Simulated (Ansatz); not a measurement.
Al2Pt

Input file:

```
crystal:
  lattice:
    - [2.9732041201, -2.9732041201, 0.0]
    - [2.9732041201, 0.0, -2.9732041201]
    - [6.5237585095, 6.5237585095, 6.5237585095]
  atoms:
    - { symbol: Al, position: [0.6666666667, 0.6666666667, 0.379807009] }
    - { symbol: Al, position: [1.0, 0.0, 0.0759735551] }
    - { symbol: Al, position: [0.3333333333, 0.3333333333, 0.6836404629] }
    - { symbol: Al, position: [0.6666666667, 0.6666666667, 0.8355571898] }
    - { symbol: Al, position: [1.0, 1.0, 0.5317237359] }
    - { symbol: Al, position: [0.3333333333, 0.3333333333, 0.2278902821] }
    - { symbol: Pt, position: [0.0, 0.0, 0.7595988263] }
    - { symbol: Pt, position: [0.3333333333, 0.3333333333, 0.4557653725] }
    - { symbol: Pt, position: [0.6666666667, 0.6666666667, 0.1519319186] }
basis:
  ecutwfc: 420
kpoints:
  mp_grid: { grid: [13, 13, 5] }
hamiltonian:
  xc: pbe
scf:
  occupations: { method: gaussian, width: 0.15 }
output:
  forces: true
  stress: true
  eigenvalues: true
  write_density: true
  write_potential: true
  elf: true
  volumetric_format: npy
```

Run with:

```sh
ansatz run input.yaml --threads 2 --pin off --max-ram 5120MiB --backend cpu --events-out ev --progress --plain --runs-dir out
```

Below, planes, directions and counts refer to the conventional cell (a = 4.20 Å, b = 4.20 Å, c = 11.30 Å, α = 90.00°, β = 90.00°, γ = 120.00°).

Space group P-3m1; not relaxed (largest force 0.5 eV/Å); computed pressure about −3 GPa in this cell.

Computed with DFT PBE, scalar-relativistic, plane waves, PAW (Ansatz 0.2.0).

Predict the valence pseudo-density and electron localisation function between the atoms.

Answer. Al–Pt (2.57 Å): ρ at the midpoint is about 0.45 e/Å³; the ELF is about 0.50 at the midpoint.

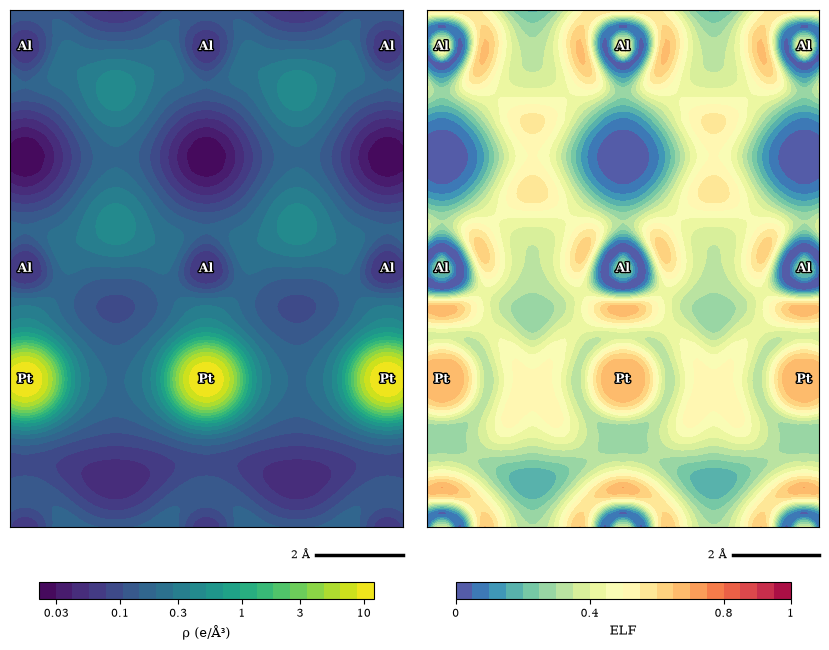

Computed valence pseudo-density and electron localisation function on the (100) plane of the conventional cell, in this order. 

Core electrons are frozen (PAW), and the valence fields are smoothed inside the atomic spheres.
